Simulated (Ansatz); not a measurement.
**Molecular dynamics of MoSi2 (part 2 of 2)**

The same run, continued: MoSi2 (disordered cell, 6 atoms in the cell); DFT, PBE, paw_fr, spin-orbit coupling (Ansatz 0.2.0); cutoff 420 eV, 4×4×3 k-mesh, Fermi–Dirac smearing of 0.05 eV. The structure is a generated disordered packing, not a quenched model of a glass.

Geometry of the input (Å; fractional positions):
```
4.2822  -0.5456  -0.0722
0.5495  4.0430  0.6400
0.3317  -0.1068  4.8680
Mo 0.7710  0.7699  0.8457
Mo 0.2987  0.5507  0.5737
Si 0.0351  0.2419  0.0067
Si 0.8699  0.2161  0.4573
Si 0.4184  0.0975  0.2880
Si 0.8111  0.7365  0.3402
```

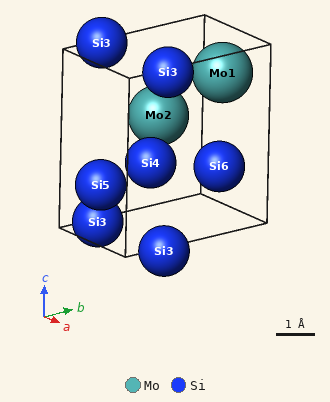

Fig. 1: The geometry at step 10 of the log (spheres-only view of the cell of the calculation, seen slightly off an axis; atoms are numbered from 1 in the order of the input).

```
SCF converged after 8 iterations
Magnetization: |M| = 0.0000 μB,  M = (+0.0000, +0.0000, +0.0000) μB
Absolute magnetization: 0.0000 μB (∫|m|)
  site 0: m = (+0.0000, +0.0000, +0.0000) μB, |m| = 0.0000 μB  (R = 0.97 Å)
  site 1: m = (+0.0000, +0.0000, +0.0000) μB, |m| = 0.0000 μB  (R = 0.94 Å)
  site 2: m = (+0.0000, +0.0000, +0.0000) μB, |m| = 0.0000 μB  (R = 0.95 Å)
  site 3: m = (+0.0000, +0.0000, +0.0000) μB, |m| = 0.0000 μB  (R = 0.91 Å)
  site 4: m = (+0.0000, +0.0000, +0.0000) μB, |m| = 0.0000 μB  (R = 0.95 Å)
  site 5: m = (+0.0000, +0.0000, +0.0000) μB, |m| = 0.0000 μB  (R = 0.91 Å)
Free energy (F): -12453.761418 eV
Harris-Foulkes:  -12453.761418 eV  (|F-HF|=1.82e-11)
Internal energy: -12453.734625 eV  (E = F + TS)
E sigma→0 (E₀):  -12453.748021 eV
Entropy (-TS):   -0.026793 eV (-4.466 meV/atom)
Fermi energy:    14.486470 eV
--- Per-component energies (eV) ---
  E_band       = -147.792392
  E_kinetic    = 1075.135171
  E_local      = -2601.771183  (includes V_loc(G=0)·N_el)
  E_nonlocal   = 395.308692
  E_hartree    = 972.055802
  E_xc         = -598.893997
  E_vxc        = -659.851218  (∫ρ·V_xc dr)
  E_paw        = -8457.968036  (= ΣΔE_a)
  E_vpaw       = -300.725763  (= ΣTr[D̂ρ^β])
  E_aug_tail   = 0.000116  (compensation charges beyond the density's cutoff)
  E_ewald      = -3237.601190
  E_smearing   = -0.026793  (= −TS)
  E_closure    = -0.000000  (closes the sum)
  Σ components = -12453.761418   (vs F -12453.761418, Δ=0.00e0)
--- Forces (eV/Å), atoms counted from 1 ---
  atom   1  Mo    -2.18764290     0.45822842    -0.23639064
  atom   2  Mo     3.67844699     1.04036108    -0.74888487
  atom   3  Si    -0.90279335    -0.62581719     0.56376562
  atom   4  Si    -1.39084320    -0.91564112     1.39637264
  atom   5  Si    -0.19615160    -0.00061524    -0.16186026
  atom   6  Si     0.99898932     0.04348424    -0.81300082
  max |Σ_I F_I| component: 5.26e-6 eV/Å
--- MD trajectory: 20 steps, t = 0.0 → 20.0 fs ---
  final state: T = 1231.2 K   F+E_penalty+E_count = -12453.76141809 eV   E_kin = 0.954872 eV
```

### Trajectory as extended XYZ (Å, eV, eV/Å), 21 frames, from step=0 to step=20
```
6
Lattice="4.2822 -0.5456 -0.0722 0.5495 4.0430 0.6400 0.3317 -0.1068 4.8680" Properties=species:S:1:pos:R:3:forces:R:3 step=0 time_fs=0.0 energy=-12452.84606 temperature=250.0
Mo    4.0052    2.6015    4.5540   -1.2977   0.0326  -0.1496
Mo    1.7721    2.0021    3.1235    0.8859  -0.1230   0.4784
Si    0.2855    0.9579    0.1848   -0.6325   0.4503  -2.4159
Si    3.9957    0.3503    2.3015    1.4960   0.3076   4.2272
Si    1.9406    0.1353    1.4339   -1.6126  -0.0367  -0.2121
Si    3.9910    2.4988    2.0688    1.1608  -0.6309  -1.9280
6
Lattice="4.2822 -0.5456 -0.0722 0.5495 4.0430 0.6400 0.3317 -0.1068 4.8680" Properties=species:S:1:pos:R:3:forces:R:3 step=1 time_fs=1.0 energy=-12452.85298 temperature=245.2
Mo    4.0030    2.6027    4.5550   -1.2954   0.0751  -0.1357
Mo    1.7714    2.0002    3.1235    0.9246  -0.1131   0.4379
Si    0.2903    0.9623    0.1809   -0.6378   0.4099  -2.3383
Si    3.9993    0.3513    2.3008    1.4609   0.2894   4.1765
Si    1.9425    0.1316    1.4345   -1.6477   0.0174  -0.2146
Si    3.9906    2.5004    2.0696    1.1954  -0.6786  -1.9258
6
Lattice="4.2822 -0.5456 -0.0722 0.5495 4.0430 0.6400 0.3317 -0.1068 4.8680" Properties=species:S:1:pos:R:3:forces:R:3 step=2 time_fs=2.0 energy=-12452.86964 temperature=247.3
Mo    4.0010    2.6037    4.5558   -1.2971   0.1164  -0.1208
Mo    1.7706    1.9986    3.1234    0.9797  -0.0961   0.3959
Si    0.2950    0.9671    0.1771   -0.6504   0.3665  -2.2500
Si    4.0037    0.3524    2.3019    1.4018   0.2553   4.1034
Si    1.9441    0.1282    1.4347   -1.6598   0.0688  -0.2099
Si    3.9909    2.5021    2.0699    1.2258  -0.7109  -1.9186
6
Lattice="4.2822 -0.5456 -0.0722 0.5495 4.0430 0.6400 0.3317 -0.1068 4.8680" Properties=species:S:1:pos:R:3:forces:R:3 step=3 time_fs=3.0 energy=-12452.89391 temperature=248.7
Mo    3.9989    2.6048    4.5563   -1.3037   0.1480  -0.1054
Mo    1.7696    1.9970    3.1232    1.0459  -0.0734   0.3551
Si    0.2992    0.9715    0.1730   -0.6641   0.3253  -2.1510
Si    4.0085    0.3531    2.3043    1.3296   0.2286   4.0145
Si    1.9451    0.1250    1.4354   -1.6572   0.1188  -0.2037
Si    3.9918    2.5039    2.0695    1.2494  -0.7473  -1.9095
6
Lattice="4.2822 -0.5456 -0.0722 0.5495 4.0430 0.6400 0.3317 -0.1068 4.8680" Properties=species:S:1:pos:R:3:forces:R:3 step=4 time_fs=4.0 energy=-12452.92690 temperature=312.6
Mo    3.9968    2.6061    4.5568   -1.3181   0.1695  -0.0904
Mo    1.7688    1.9952    3.1228    1.1217  -0.0455   0.3128
Si    0.3029    0.9755    0.1680   -0.6751   0.2848  -2.0313
Si    4.0136    0.3535    2.3080    1.2468   0.2059   3.9053
Si    1.9456    0.1217    1.4366   -1.6469   0.1691  -0.2001
Si    3.9931    2.5058    2.0686    1.2715  -0.7838  -1.8964
6
Lattice="4.2822 -0.5456 -0.0722 0.5495 4.0430 0.6400 0.3317 -0.1068 4.8680" Properties=species:S:1:pos:R:3:forces:R:3 step=5 time_fs=5.0 energy=-12452.96750 temperature=374.3
Mo    3.9947    2.6075    4.5571   -1.3384   0.1928  -0.0768
Mo    1.7680    1.9933    3.1223    1.2107  -0.0092   0.2676
Si    0.3058    0.9801    0.1623   -0.6805   0.2354  -1.8894
Si    4.0194    0.3544    2.3130    1.1448   0.1611   3.7753
Si    1.9458    0.1184    1.4384   -1.6338   0.2218  -0.2006
Si    3.9947    2.5077    2.0672    1.2973  -0.8019  -1.8763
6
Lattice="4.2822 -0.5456 -0.0722 0.5495 4.0430 0.6400 0.3317 -0.1068 4.8680" Properties=species:S:1:pos:R:3:forces:R:3 step=6 time_fs=6.0 energy=-12453.01189 temperature=374.5
Mo    3.9924    2.6088    4.5574   -1.3624   0.2208  -0.0697
Mo    1.7673    1.9913    3.1218    1.3125   0.0321   0.2224
Si    0.3083    0.9848    0.1561   -0.6858   0.1810  -1.7413
Si    4.0256    0.3557    2.3184    1.0243   0.0841   3.6365
Si    1.9454    0.1154    1.4404   -1.6068   0.2658  -0.2011
Si    3.9968    2.5091    2.0653    1.3181  -0.7838  -1.8469
6
Lattice="4.2822 -0.5456 -0.0722 0.5495 4.0430 0.6400 0.3317 -0.1068 4.8680" Properties=species:S:1:pos:R:3:forces:R:3 step=7 time_fs=7.0 energy=-12453.05992 temperature=410.5
Mo    3.9902    2.6100    4.5579   -1.3893   0.2479  -0.0715
Mo    1.7666    1.9895    3.1213    1.4251   0.0742   0.1753
Si    0.3111    0.9891    0.1498   -0.7022   0.1314  -1.5973
Si    4.0318    0.3571    2.3245    0.8871  -0.0116   3.4926
Si    1.9441    0.1125    1.4418   -1.5505   0.2940  -0.1927
Si    3.9997    2.5098    2.0628    1.3299  -0.7359  -1.8064
6
Lattice="4.2822 -0.5456 -0.0722 0.5495 4.0430 0.6400 0.3317 -0.1068 4.8680" Properties=species:S:1:pos:R:3:forces:R:3 step=8 time_fs=8.0 energy=-12453.11319 temperature=517.9
Mo    3.9876    2.6109    4.5587   -1.4215   0.2772  -0.0801
Mo    1.7660    1.9877    3.1210    1.5513   0.1205   0.1202
Si    0.3138    0.9936    0.1427   -0.7248   0.0767  -1.4424
Si    4.0383    0.3584    2.3315    0.7346  -0.1114   3.3389
Si    1.9420    0.1097    1.4429   -1.4735   0.3152  -0.1800
Si    4.0033    2.5104    2.0597    1.3338  -0.6782  -1.7566
6
Lattice="4.2822 -0.5456 -0.0722 0.5495 4.0430 0.6400 0.3317 -0.1068 4.8680" Properties=species:S:1:pos:R:3:forces:R:3 step=9 time_fs=9.0 energy=-12453.17060 temperature=629.6
Mo    3.9847    2.6116    4.5598   -1.4610   0.3097  -0.0998
Mo    1.7652    1.9859    3.1209    1.6953   0.1766   0.0564
Si    0.3162    0.9982    0.1347   -0.7468   0.0137  -1.2704
Si    4.0452    0.3596    2.3398    0.5672  -0.2176   3.1751
Si    1.9393    0.1070    1.4441   -1.3903   0.3341  -0.1686
Si    4.0076    2.5112    2.0560    1.3356  -0.6164  -1.6927
6
Lattice="4.2822 -0.5456 -0.0722 0.5495 4.0430 0.6400 0.3317 -0.1068 4.8680" Properties=species:S:1:pos:R:3:forces:R:3 step=10 time_fs=10.0 energy=-12453.22974 temperature=714.1
Mo    3.9815    2.6122    4.5615   -1.5065   0.3409  -0.1338
Mo    1.7643    1.9838    3.1210    1.8547   0.2461  -0.0111
Si    0.3182    1.0024    0.1262   -0.7699  -0.0500  -1.0909
Si    4.0522    0.3614    2.3493    0.3838  -0.3357   3.0038
Si    1.9362    0.1047    1.4454   -1.3017   0.3466  -0.1571
Si    4.0120    2.5123    2.0516    1.3396  -0.5478  -1.6108
6
Lattice="4.2822 -0.5456 -0.0722 0.5495 4.0430 0.6400 0.3317 -0.1068 4.8680" Properties=species:S:1:pos:R:3:forces:R:3 step=11 time_fs=11.0 energy=-12453.28942 temperature=770.0
Mo    3.9783    2.6127    4.5630   -1.5586   0.3726  -0.1745
Mo    1.7636    1.9817    3.1211    2.0271   0.3239  -0.0814
Si    0.3197    1.0067    0.1173   -0.7918  -0.1175  -0.9084
Si    4.0595    0.3631    2.3596    0.1882  -0.4572   2.8301
Si    1.9324    0.1028    1.4467   -1.2031   0.3496  -0.1470
Si    4.0171    2.5134    2.0465    1.3381  -0.4713  -1.5189
6
Lattice="4.2822 -0.5456 -0.0722 0.5495 4.0430 0.6400 0.3317 -0.1068 4.8680" Properties=species:S:1:pos:R:3:forces:R:3 step=12 time_fs=12.0 energy=-12453.34702 temperature=769.8
Mo    3.9753    2.6133    4.5643   -1.6168   0.4007  -0.2099
Mo    1.7628    1.9797    3.1210    2.2081   0.4035  -0.1516
Si    0.3205    1.0110    0.1082   -0.8115  -0.1847  -0.7293
Si    4.0665    0.3647    2.3705   -0.0107  -0.5680   2.6592
Si    1.9279    0.1011    1.4476   -1.0977   0.3448  -0.1390
Si    4.0228    2.5146    2.0412    1.3285  -0.3963  -1.4294
6
Lattice="4.2822 -0.5456 -0.0722 0.5495 4.0430 0.6400 0.3317 -0.1068 4.8680" Properties=species:S:1:pos:R:3:forces:R:3 step=13 time_fs=13.0 energy=-12453.40335 temperature=835.6
Mo    3.9721    2.6140    4.5653   -1.6793   0.4218  -0.2334
Mo    1.7621    1.9780    3.1207    2.3948   0.4846  -0.2201
Si    0.3210    1.0151    0.0992   -0.8313  -0.2474  -0.5557
Si    4.0729    0.3661    2.3825   -0.2073  -0.6746   2.4896
Si    1.9230    0.1001    1.4482   -0.9864   0.3264  -0.1333
Si    4.0290    2.5154    2.0361    1.3096  -0.3109  -1.3471
6
Lattice="4.2822 -0.5456 -0.0722 0.5495 4.0430 0.6400 0.3317 -0.1068 4.8680" Properties=species:S:1:pos:R:3:forces:R:3 step=14 time_fs=14.0 energy=-12453.45948 temperature=892.3
Mo    3.9688    2.6150    4.5663   -1.7468   0.4372  -0.2478
Mo    1.7616    1.9763    3.1204    2.5846   0.5645  -0.2900
Si    0.3212    1.0193    0.0903   -0.8500  -0.3058  -0.3877
Si    4.0786    0.3672    2.3953   -0.3984  -0.7659   2.3252
Si    1.9176    0.0996    1.4488   -0.8705   0.2947  -0.1306
Si    4.0364    2.5161    2.0309    1.2810  -0.2247  -1.2691
6
Lattice="4.2822 -0.5456 -0.0722 0.5495 4.0430 0.6400 0.3317 -0.1068 4.8680" Properties=species:S:1:pos:R:3:forces:R:3 step=15 time_fs=15.0 energy=-12453.51400 temperature=945.0
Mo    3.9653    2.6160    4.5672   -1.8181   0.4513  -0.2569
Mo    1.7617    1.9746    3.1200    2.7736   0.6457  -0.3620
Si    0.3209    1.0234    0.0813   -0.8646  -0.3641  -0.2235
Si    4.0841    0.3681    2.4085   -0.5821  -0.8339   2.1690
Si    1.9119    0.0997    1.4491   -0.7546   0.2532  -0.1326
Si    4.0446    2.5173    2.0259    1.2457  -0.1521  -1.1939
6
Lattice="4.2822 -0.5456 -0.0722 0.5495 4.0430 0.6400 0.3317 -0.1068 4.8680" Properties=species:S:1:pos:R:3:forces:R:3 step=16 time_fs=16.0 energy=-12453.56647 temperature=1036.6
Mo    3.9615    2.6169    4.5682   -1.8924   0.4670  -0.2607
Mo    1.7619    1.9728    3.1197    2.9633   0.7302  -0.4379
Si    0.3199    1.0279    0.0721   -0.8754  -0.4262  -0.0593
Si    4.0894    0.3685    2.4219   -0.7598  -0.8823   2.0181
Si    1.9060    0.1004    1.4491   -0.6398   0.2041  -0.1396
Si    4.0537    2.5186    2.0208    1.2040  -0.0929  -1.1205
6
Lattice="4.2822 -0.5456 -0.0722 0.5495 4.0430 0.6400 0.3317 -0.1068 4.8680" Properties=species:S:1:pos:R:3:forces:R:3 step=17 time_fs=17.0 energy=-12453.61732 temperature=1125.4
Mo    3.9571    2.6181    4.5691   -1.9689   0.4783  -0.2593
Mo    1.7621    1.9709    3.1197    3.1550   0.8169  -0.5163
Si    0.3184    1.0323    0.0630   -0.8856  -0.4858   0.1023
Si    4.0946    0.3682    2.4357   -0.9337  -0.9149   1.8670
Si    1.8998    0.1013    1.4485   -0.5226   0.1492  -0.1470
Si    4.0636    2.5198    2.0156    1.1558  -0.0438  -1.0466
6
Lattice="4.2822 -0.5456 -0.0722 0.5495 4.0430 0.6400 0.3317 -0.1068 4.8680" Properties=species:S:1:pos:R:3:forces:R:3 step=18 time_fs=18.0 energy=-12453.66722 temperature=1211.2
Mo    3.9523    2.6193    4.5701   -2.0463   0.4796  -0.2534
Mo    1.7624    1.9688    3.1198    3.3424   0.9019  -0.5965
Si    0.3167    1.0364    0.0542   -0.8937  -0.5402   0.2626
Si    4.0997    0.3670    2.4505   -1.0990  -0.9297   1.7101
Si    1.8938    0.1020    1.4473   -0.4092   0.0961  -0.1534
Si    4.0740    2.5206    2.0100    1.1059  -0.0077  -0.9694
6
Lattice="4.2822 -0.5456 -0.0722 0.5495 4.0430 0.6400 0.3317 -0.1068 4.8680" Properties=species:S:1:pos:R:3:forces:R:3 step=19 time_fs=19.0 energy=-12453.71532 temperature=1212.0
Mo    3.9473    2.6206    4.5711   -2.1208   0.4726  -0.2443
Mo    1.7630    1.9670    3.1200    3.5187   0.9763  -0.6759
Si    0.3152    1.0402    0.0458   -0.8996  -0.5882   0.4184
Si    4.1043    0.3652    2.4658   -1.2519  -0.9288   1.5518
Si    1.8878    0.1024    1.4458   -0.2997   0.0466  -0.1581
Si    4.0851    2.5211    2.0041    1.0533   0.0215  -0.8919
6
Lattice="4.2822 -0.5456 -0.0722 0.5495 4.0430 0.6400 0.3317 -0.1068 4.8680" Properties=species:S:1:pos:R:3:forces:R:3 step=20 time_fs=20.0 energy=-12453.76142 temperature=1231.2
Mo    3.9419    2.6218    4.5721   -2.1876   0.4582  -0.2364
Mo    1.7638    1.9654    3.1198    3.6784   1.0404  -0.7489
Si    0.3139    1.0433    0.0377   -0.9028  -0.6258   0.5638
Si    4.1085    0.3631    2.4808   -1.3908  -0.9156   1.3964
Si    1.8821    0.1029    1.4439   -0.1962  -0.0006  -0.1619
Si    4.0967    2.5215    1.9981    0.9990   0.0435  -0.8130
```

### Results in brief

```json
{"quantity": "outcome", "value": "finished"}
{"quantity": "mean temperature over the second half", "value": "977 K"}
{"quantity": "trajectory", "value": "20 steps, 20 fs"}
{"quantity": "ensemble", "value": "nvt_langevin"}
{"quantity": "temperature in the input", "value": "300.0 K"}
{"quantity": "time step", "value": "1.0 fs"}
{"quantity": "electrons treated", "value": "44"}
{"quantity": "potential energy (free energy of the electrons) (last step)", "value": "−12453.7614 eV"}
{"quantity": "Fermi energy (last step)", "value": "14.486 eV"}
{"quantity": "net moment of the cell (last step)", "value": "0.00 μB"}
{"quantity": "integrated absolute moment (last step)", "value": "0.00 μB"}
{"quantity": "largest force (length of the vector) (last step)", "value": "3.895 eV/Å"}
{"quantity": "wall time", "value": "4.2 min (CPU time 8.4 min)"}
{"quantity": "peak memory", "value": "0.79 GiB"}
```

### Remarks

Settings chosen away from the usual ones: hamiltonian.pseudopotentials set to {"kind": "paw_fr"} (from {"kind": "paw"}); magnetization set to {"noncollinear": true, "spin_orbit": true} (from {"spin_polarized": false}). So short a trajectory is not equilibrated. The logged temperature at the start can lie below the typed one, since it is counted over all degrees of freedom. The temperature stays far from the 300 K of the thermostat over the second half: the run isn't equilibrated.
